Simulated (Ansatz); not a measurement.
EuS: single-point calculation

The run: single-point calculation of EuS (Fm-3m, 4 atoms in the cell). Method and program: DFT PBEsol+U, scalar-relativistic, plane waves, PAW, Ueff = 6 eV on Eu f, spin-polarised (Ansatz 0.2.0).

It belongs to a series of runs on one base structure; here: antiferromagnetic, doubled cell, propagation vector (0, 0, 1/2). Figures and captions count atoms from 1; the log counts them from 0 in places.

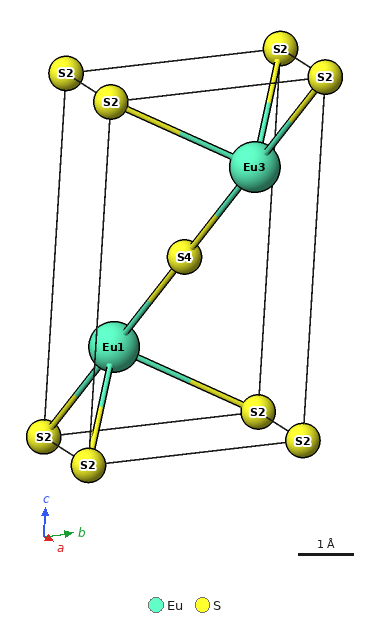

**Figure 1.** The structure (ball-and-stick view of the reduced cell, seen slightly off an axis; atoms are numbered from 1 in the order of the input). Near neighbours in the crystal (not all of them lie inside the picture): Eu has 6 S at 2.98 Å; S has 6 Eu at 2.98 Å.

**Input**
```yaml
crystal:
  lattice:
    - [0.0, 2.978501867, 2.978501867]
    - [2.978501867, 0.0, 2.978501867]
    - [5.957003734, 5.957003734, 0.0]
  atoms:
    - { symbol: Eu, position: [0.5, 0.5, 0.25], spin: 7.0 }
    - { symbol: S, position: [0.0, 0.0, 0.0] }
    - { symbol: Eu, position: [0.5, 0.5, 0.75], spin: -7.0 }
    - { symbol: S, position: [0.0, 0.0, 0.5] }
basis:
  ecutwfc: 420
  ecutrho_ratio: 4
kpoints:
  mp_grid: { grid: [8, 8, 4] }
hamiltonian:
  xc: pbesol
  hubbard: { sites: [{ species: Eu, l: f, u_eff: 6.0 }] }
scf:
  occupations: { method: gaussian, width: 0.05 }
  lower_state_search: "off"
output:
  forces: true
  stress: true
  eigenvalues: true
  populations: true
  hubbard: { sites: [{ species: Eu, l: f }] }
  write_density: true
  write_potential: true
  elf: true
  volumetric_format: npy
magnetization:
  spin_polarized: true
checkpoint:
  read: start.run
  write: ck
  compress: false
  write_wavefunctions: false
  write_every: 100000
```

Run on 4 threads of Arm Neoverse V1, 24 GiB of memory available, shared host.

Launched with:
```bash
ansatz run input.yaml --threads 4 --pin off --max-ram 9216MiB --backend cpu --events-out ev --progress --plain --runs-dir out
```

**Log**
```
Eu: projections on atomic orbitals take those of the free atom [Kr 4d10] 4f7 5s2 5p6 5d0 6s2, of charge +0.00 (hamiltonian.pseudopotentials.projection_atoms); the dataset's partial waves leave at most 1.0e-3 of an orbital's norm unspanned inside its sphere
S: projections on atomic orbitals take those of the free atom [Ne] 3s2 3p4, of charge +0.00 (hamiltonian.pseudopotentials.projection_atoms); the dataset's partial waves leave at most 1.6e-7 of an orbital's norm unspanned inside its sphere
Engine: ansatz 0.2.0, aarch64-unknown-linux-gnu
Pseudopotentials: kind: paw
Pseudopotential: Eu, paw, valence charge 17, recommended cutoff 420 eV (normal), Eu.paw.azcp
Pseudopotential: S, paw, valence charge 6, recommended cutoff 420 eV (normal), S.paw.azcp
Functional definition: PBEsol
  exchange = pbesol_x
  correlation = pbesol_c
Crystal: 4 atoms, lattice volume = 105.695 Å³
Basis set: ecut = 420 eV, 2093 PW (Γ), exchange–correlation on 60×60×120 points (8 copies of the dense FFT grid, shifted against one another)
Bands: 36, of which v1, the nominal top of the filled ones, is band 23 counted from 1 (22 counted from 0)
Symmetry: 12 space group operations
Space group: R-3m (ITA 166), of the structure as read, at distance tolerance 4.7e-5 Å
Magnetic group: BNS 166.102 (UNI 1332), of the structure as read, at distance tolerance 4.7e-5 Å
k-points: 35 of 256
Non-local potential: Eu, projectors of the file, l = 0: 3, l = 1: 2, l = 2: 2, l = 3: 3
Non-local potential: S, projectors of the file, l = 0: 2, l = 1: 2, l = 2: 2
PAW form: soft (Blöchl's): semilocal exchange-correlation on the pseudo side does not see the compensation charge
PAW frozen core: Eu, regenerated for the run's functional, and the local potential with it (the file was generated under x = pbe(κ = 0.804, μ = 0.2195149727645171), c = pbe(β = 0.06672455060314922))
PAW frozen core: S, regenerated for the run's functional, and the local potential with it (the file was generated under x = pbe(κ = 0.804, μ = 0.2195149727645171), c = pbe(β = 0.06672455060314922))
PAW one-centre angular grid: Eu, 590 points (default); XC on 64 Gauss nodes
PAW one-centre angular grid: S, 110 points (default); XC on 64 Gauss nodes
Initial density: read from a saved state, or passed on in memory by an earlier SCF of this step, an earlier step, the calling program or the single point that the run made first
Starting moments: Σ|m| = 14 μB on 2 of 4 sites; this step starts from the density that it was given
Initial wavefunctions: pseudopotential atomic-orbital guess
Functional: x = pbesol(κ = 0.804, μ = 0.12345679012345678), c = pbesol(β = 0.046)
the translation (0, 0, 0.5) carries every atom to within crystal.symmetry.tolerance of an atom of its element with the starting moment reversed, but both spin channels are solved: the run starts from a saved state that isn't shown to keep it, or this solve from the single point that its walk made first
iter 1 solved again at ethr=3.35e-7 eV; its pass at ethr=3.10e-3 eV (dr2=1.54e-4 eV) is discarded
SCF iter   1: F=—  HF=-19106.847410 eV  |F-HF|=—  |Δ(HF+E_count)|=         —  Δρ=1.68e-4 (↑1.68e-4 ↓1.68e-4)  dr2=1.42e-4  dr2_m=5.64e-6  M=0.000 μB ∫|m|=14.170 μB  β_m=0.30  ethr=3.35e-7  ⟨swp⟩=4.2  Hψ=19081  notcnv=0
preconditioner: auto → Resta (q_TF=auto, 2.375 Å⁻¹)  ε∞=4.4  [insulator: Δε(μ)=1.161 eV  Ē_g=12.660 eV  σ=0.050 eV  W_gap=1.00  n_scr=28 (ndim 8)  ℏωp=23.4 eV  f_vac=0.000  D(μ)=0.00/eV (n_scr^D=0)  ε∞_Penn≈4.4]
spin=Collinear: Resta preconditioning applied to the charge; magnetization (m = ρ↑ − ρ↓) channel mixes plain (no charge-response kernel on spin).
SCF iter   2: F=—  HF=-19106.847384 eV  |F-HF|=—  |Δ(HF+E_count)|=   2.52e-5  Δρ=9.79e-5 (↑9.77e-5 ↓9.79e-5)  dr2=5.48e-5  dr2_m=1.38e-6  M=0.000 μB ∫|m|=14.170 μB  β_m=0.50  ethr=3.10e-7  ⟨swp⟩=1.0  Hψ=2520  notcnv=0
SCF iter   3: F=—  HF=-19106.847374 eV  |F-HF|=—  |Δ(HF+E_count)|=   1.06e-5  Δρ=3.33e-5 (↑3.30e-5 ↓3.33e-5)  dr2=4.72e-6  dr2_m=1.87e-7  M=0.000 μB ∫|m|=14.170 μB  β_m=0.54  ethr=1.19e-7  ⟨swp⟩=2.0  Hψ=2949  notcnv=0
SCF iter   4: F=—  HF=-19106.847374 eV  |F-HF|=—  |Δ(HF+E_count)|=   1.45e-8  Δρ=1.30e-5 (↑1.30e-5 ↓1.29e-5)  dr2=8.41e-7  dr2_m=9.86e-9  M=0.000 μB ∫|m|=14.170 μB  β_m=0.65  ethr=1.03e-8  ⟨swp⟩=2.5  Hψ=3914  notcnv=0
SCF iter   5: F=-19106.847374 eV  HF=-19106.847374 eV  |F-HF|=1.92e-8  |Δ(HF+E_count)|=   1.79e-7  Δρ=3.47e-6 (↑3.38e-6 ↓3.47e-6)  dr2=5.10e-8  dr2_m=1.79e-9  M=0.000 μB ∫|m|=14.170 μB  ethr=2.17e-10  ⟨swp⟩=11.7  Hψ=19071  notcnv=0
SCF 1 converged in 5 iterations: F = -19106.847374 eV  dr2 = 5.10e-8
  greatest PAW one-centre occupation: 1.000 electrons in one spin orbital (limit 2), on the Eu atom at site 0 (counted from 0), in its partial waves of l = 0
SCF converged after 5 iterations
Magnetization: 0.0000 μB (23.0000 up, 23.0000 down)
Absolute magnetization: 14.1702 μB (∫|ρ↑−ρ↓|, with the PAW one-centre terms)
Spin contamination: 7.0174 ħ² per cell (⟨S²⟩ above its minimum at these occupations)
Per-site moments (μB) at R_I (Å): [(6.861023408493556, 1.2286320201374998), (-7.984590949655085e-9, 1.2286320201374998), (-6.861023606617838, 1.2286320201374998), (-7.984591147807789e-9, 1.2286320201374998)]
Free energy (F): -19106.847374 eV
Harris-Foulkes:  -19106.847374 eV  (|F-HF|=1.92e-8)
Internal energy: -19106.847374 eV  (E = F + TS)
E sigma→0 (E₀):  -19106.847374 eV
Fermi energy:    9.099608 eV
--- Per-component energies (eV) ---
  E_band       = -41.961361
  E_kinetic    = 915.580884
  E_local      = -4334.571897  (includes V_loc(G=0)·N_el)
  E_nonlocal   = 1022.911249
  E_hartree    = 1722.046451
  E_xc         = -543.858008
  E_vxc        = -579.232746  (∫ρ·V_xc dr)
  E_hubbard    = 0.255593  (on-site DFT+U / exact-exchange correction)
  E_vhub       = -41.393960  (the Hubbard potential's part of the band-sum identity)
  E_paw        = -13751.222439  (= ΣΔE_a)
  E_vpaw       = -469.347677  (= ΣTr[D̂ρ^β])
  E_aug_tail   = 0.000003  (compensation charges beyond the density's cutoff)
  E_ewald      = -4139.286771
  E_core_change = 1.297561  (= ΣΔE_core)
  E_smearing   = -0.000000  (= −TS)
  E_closure    = 0.000000  (closes the sum)
  Σ components = -19106.847374   (vs F -19106.847374, Δ=0.00e0)
--- Forces (eV/Å), atoms counted from 1 ---
  atom   1  Eu     0.00000000     0.00000000     0.00000000
  atom   2  S      0.00000005     0.00000005    -0.00000005
  atom   3  Eu     0.00000000     0.00000000     0.00000000
  atom   4  S     -0.00000005    -0.00000005     0.00000005
  max |Σ_I F_I| component: 0.00e0 eV/Å
--- Stress (GPa, compression-positive) ---
       -2.005661       0.037757      -0.037757
        0.037757      -2.005661      -0.037757
       -0.037757      -0.037757      -2.005661
  P = ⅓ Tr σ = -2.0057 GPa (-20.057 kbar)
--- Band table (eV; the first three rows and the last of 70) ---
  k-point 0 ↑: bands = ["-30.6746", "-27.5691", "-9.6816", "-9.4911", "-9.4911", "-7.4215", "-7.1618", "-7.1618", "-3.2205", "-2.2680", "4.9403", "6.4314", "6.4314", "7.0539", "7.0539", "7.0559", "7.6988", "7.7741", "7.7741", "7.8516", "8.4965", "8.5178", "8.5178", "11.2490", "11.6661", "11.6661", "11.6680", "12.6193", "12.6193", "13.2705", "13.9727", "14.5935", "14.5935", "16.8111", "16.8111", "17.1595"]
  k-point 1 ↑: bands = ["-30.6745", "-27.5691", "-9.6748", "-9.4911", "-9.4911", "-7.4434", "-7.1618", "-7.1618", "-3.0824", "-2.4068", "5.2173", "6.5231", "6.5231", "6.7395", "7.0087", "7.0087", "7.6915", "7.7716", "7.7716", "7.8517", "8.2208", "8.3418", "8.3418", "11.5853", "11.9203", "11.9203", "12.0742", "12.6357", "13.1296", "13.1296", "13.8839", "13.8839", "14.3557", "16.0381", "16.0381", "17.5515"]
  k-point 2 ↑: bands = ["-30.6745", "-27.5691", "-9.6679", "-9.4911", "-9.4911", "-7.4651", "-7.1618", "-7.1618", "-2.8011", "-2.6886", "5.8979", "5.9783", "6.6624", "6.6624", "6.9181", "6.9181", "7.6824", "7.7690", "7.7690", "7.8517", "8.0677", "8.1787", "8.1787", "11.6576", "12.1598", "12.3671", "12.3671", "13.1232", "13.1232", "13.3899", "13.6567", "14.0964", "14.0964", "14.8181", "14.8181", "17.8908"]
  k-point 34 ↓: bands = ["-30.6646", "-27.5547", "-9.6970", "-9.6259", "-9.5793", "-7.4791", "-7.3621", "-7.2835", "-2.5585", "-2.5169", "5.7359", "5.7672", "6.5137", "6.5242", "6.5781", "6.6023", "7.7521", "7.7699", "7.7821", "7.8228", "7.8303", "7.8695", "7.8760", "12.2451", "12.6876", "12.6945", "12.7846", "14.0938", "14.2729", "14.9643", "14.9986", "15.4219", "15.9752", "17.3233", "17.5157", "17.8418"]
Occupation matrices written to [file]
--- Löwdin populations: 4 sites ---
  site symbol       q [e]    m [muB]
     0     Eu     16.7068     7.0548
     1      S      6.2615    -0.0000
     2     Eu     16.7068    -7.0548
     3      S      6.2615    -0.0000
  spilling = 0.001380 (of n_electrons = 46.000000)
--- Occupation matrices: 2 shells (run DFT+U table (all-electron-ortho-atomic); ε = 2.00e-2, under-converged) ---
  Eu0 f_4F: site group Oh (m-3m); on the run's cell D3d (-3m)
  Eu0 f_4F up     Tr n = 6.9707  λ = 0.994 0.994 0.995 0.997 0.997 0.997 0.997  [7× z3 0.14 (T1u 0.43) T1u(0.43)/Eu(0.57)]
  Eu0 f_4F dn     Tr n = 0.0135  λ = 0.000 0.001 0.001 0.001 0.003 0.003 0.003  [7× z3 0.14 (T1u 0.43) T1u(0.43)/Eu(0.57)]
  Eu2 f_4F: site group Oh (m-3m); on the run's cell D3d (-3m)
  Eu2 f_4F up     Tr n = 0.0135  λ = 0.000 0.001 0.001 0.001 0.003 0.003 0.003  [7× z3 0.14 (T1u 0.43) T1u(0.43)/Eu(0.57)]
  Eu2 f_4F dn     Tr n = 6.9707  λ = 0.994 0.994 0.995 0.997 0.997 0.997 0.997  [7× z3 0.14 (T1u 0.43) T1u(0.43)/Eu(0.57)]
  Tr n, λ and their labels are of the run-group-symmetrised matrices; stabiliser: 24 of 48 elements of G0×{1,Θ} (closed), max defect 2.1e-8 at τ = 6.6e-3
```

**File populations.tsv**
```
# site	symbol	l	j	q_up	q_dn
# orbitals = lowdin
# n_electrons = 46.000000
# spilling = 0.001380
# projection_atom_Eu: [Kr 4d10] 4f7 5s2 5p6 5d0 6s2
# projection_atom_S: [Ne] 3s2 3p4
0	Eu	0_5S	-	0.975682	0.978848
0	Eu	0_6S	-	0.197574	0.178149
0	Eu	1_5P	-	2.991440	2.985676
0	Eu	2_5D	-	0.742077	0.665236
0	Eu	3_4F	-	6.974041	0.018082
1	S	0_3S	-	0.794994	0.794994
1	S	1_3P	-	2.335734	2.335734
2	Eu	0_5S	-	0.978848	0.975682
2	Eu	0_6S	-	0.178148	0.197574
2	Eu	1_5P	-	2.985676	2.991440
2	Eu	2_5D	-	0.665236	0.742077
2	Eu	3_4F	-	0.018082	6.974041
3	S	0_3S	-	0.794994	0.794994
3	S	1_3P	-	2.335734	2.335734
```

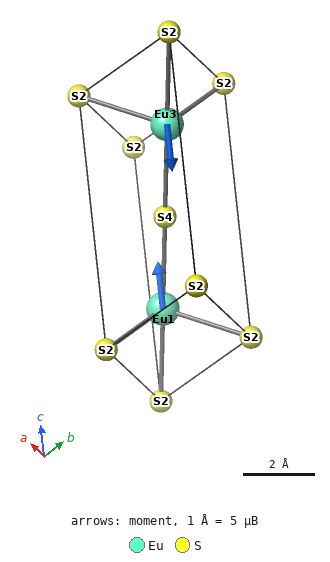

**Figure 2.** Magnetic moments of the sites as blue arrows (ball-and-stick view of the reduced cell, seen at an oblique angle; atoms are numbered from 1 in the order of the input); small moments hardly show. The run is collinear, so the axis drawn is arbitrary. Site moments: Eu3 (−6.86 μB); Eu1 (6.86 μB). They are counted near the atoms and needn't add up to the moment of the cell.

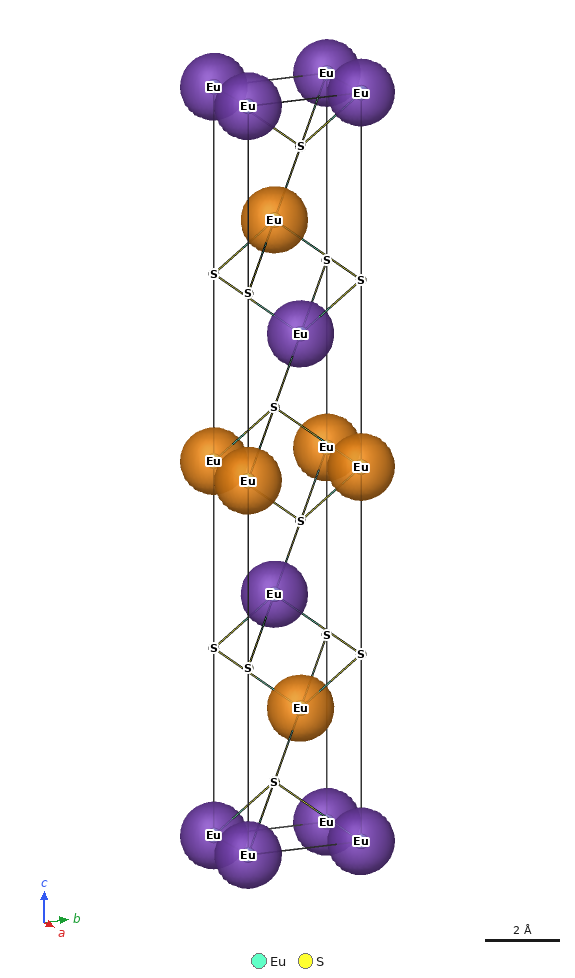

**Figure 3.** Isosurfaces of the spin density at +0.2 (orange) and −0.2 e/Å³ (purple), seen slightly off an axis. Sticks mark near contacts. The outline is the cell set on symmetry axes of the magnetic structure. The cell of the calculation (4 atoms) carries 0.0 μB net. Core electrons are frozen (PAW), so the fields are smoothed inside the atomic spheres.

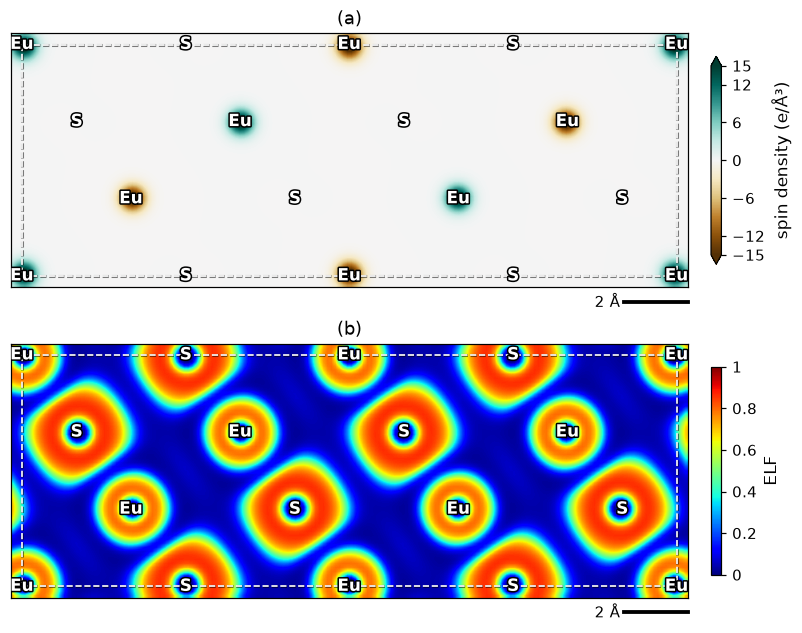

**Figure 4.** (a) magnetisation density (up minus down); (b) electron localisation function on the (110) plane of the conventional cell of the magnetic structure. The section cuts through Eu and S sites. The strong features right at Eu lie inside the PAW spheres (semicore, d or f shells) and say nothing about bonding. The cell of the calculation (4 atoms) carries 0.0 μB net.

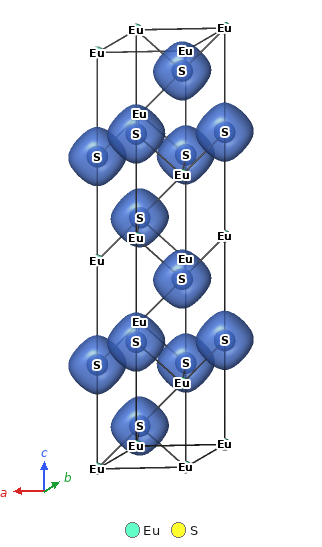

**Figure 5.** Isosurface of the electron localisation function at 0.65 (blue), seen at an oblique angle. Core shells and regions of very low density are left out. Sticks mark near contacts. The outline is the cell set on symmetry axes of the magnetic structure. Profiles from the grid: Eu–S (2.98 Å): the ELF peaks at about 0.85 in the valence shell of S, 0.9 Å from its nucleus, and drops to about 0.10 between the two atoms (a largely ionic contact).

**Key numbers**

```json
{"quantity": "outcome", "value": "converged"}
{"quantity": "space group (tolerance 0.01 Å)", "value": "Fm-3m (225)"}
{"quantity": "electrons treated", "value": "46"}
{"quantity": "free energy", "value": "−19106.8474 eV"}
{"quantity": "Fermi energy", "value": "9.100 eV"}
{"quantity": "gap on the k-point mesh", "value": "1.16 eV"}
{"quantity": "net moment of the cell", "value": "0.00 μB"}
{"quantity": "integrated absolute moment", "value": "14.17 μB"}
{"quantity": "pressure", "value": "−2.01 GPa"}
{"quantity": "largest force (length of the vector)", "value": "under 0.001 eV/Å"}
{"quantity": "wall time", "value": "5.8 s (CPU time 21 s)"}
{"quantity": "peak memory", "value": "0.66 GiB"}
```

**Notes**

The program warns: the state was not tested for a lower one. DFT+U on an f shell has many self-consistent states, and spin–orbit coupling is left out here.
